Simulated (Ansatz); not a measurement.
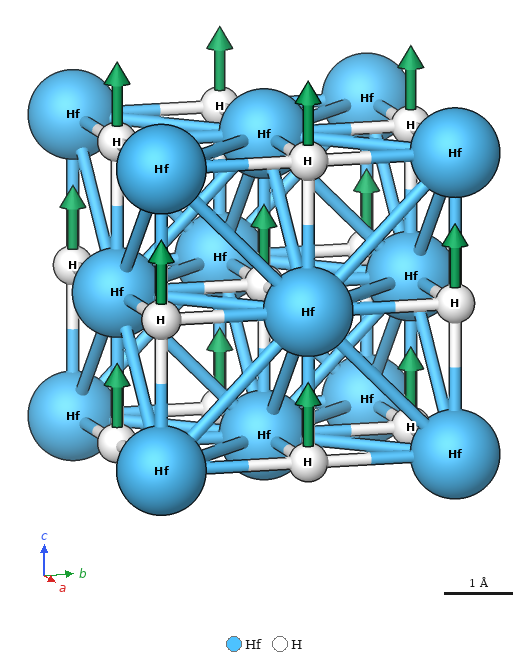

One vibrational mode of crystalline HfH (a generated structure) at the zone centre. Displacements are drawn as green arrows; their common scale and sign are arbitrary. The picture is a ball-and-stick view of the conventional cell (4 times the calculation's cell), seen slightly off an axis. Lengths and directions refer to the drawn axes.

Level of theory: DFT PBE, scalar-relativistic, plane waves, PAW in Ansatz. (plane-wave cutoff 420 eV; k-point mesh 24 × 24 × 24; occupations fermi dirac; smearing width 0.15 eV; no spin polarisation)

The frequencies depend somewhat on the k-mesh and the smearing.

Q: What mode is this, and where does it lie in the spectrum?

A: This is the T₁u mode (triply degenerate; one member of the set is drawn) at 706 cm⁻¹, the only optical level, infrared-active by symmetry. The Hf atoms hardly move; the H sublattice moves as a whole against them, along c; it stretches the shortest H–Hf bonds (2.27 Å); the kinetic energy is shared as H 99 %, Hf 1 %. The crystal is a metal, so free carriers screen the infrared response.
